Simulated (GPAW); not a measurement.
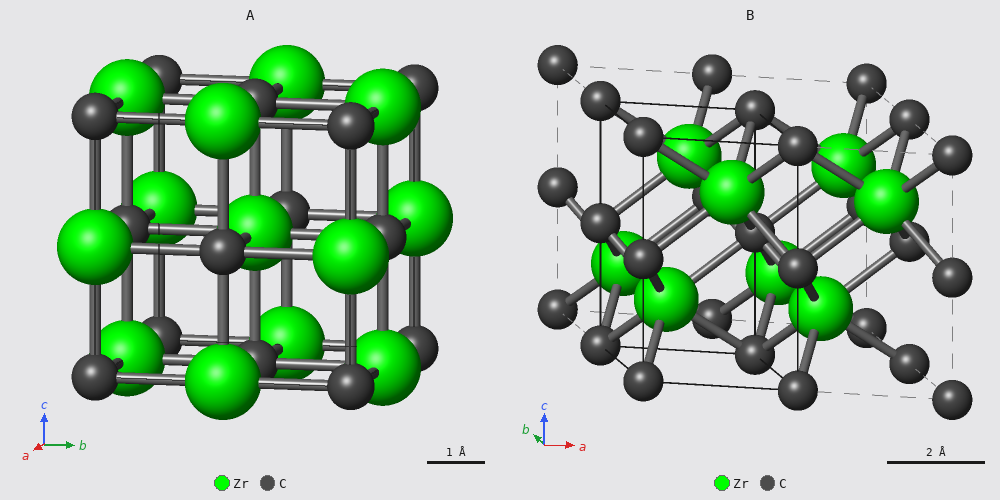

Two structures of ZrC, each relaxed (cell and atoms) at zero pressure; conventional cells in solid outline, small ones repeated, each panel with its own scale. Alike in all runs: GPAW 26.7.0; functional PBEsol; dispersion D3; potentials PAW data sets generated in the run's folder for this functional; cutoff 800 eV; occupations fermi-dirac, width 0.05 eV; no spin polarisation; no spin-orbit coupling. The k meshes have like spacings.

### Give the type and space group of each panel.

A: rock salt (NaCl type), Fm-3m; B: anti-NiAs type, P6₃/mmc.

### Which of these is lowest in energy, and how far above it do the others lie?

A, then B (+158 meV/atom), static energies at zero smearing.

### Collect the results in a table.

| panel | space group | E − E(lowest) (meV/atom) | volume (Å³/atom) |
| --- | --- | --- | --- |
| A | Fm-3m | 0 | 12.5 |
| B | P6₃/mmc | 158 | 12.5 |

The starts are database entries or structure types tried for this composition, and the most stable form need not be among them.

Caveat: later steps reuse the first step's grids.
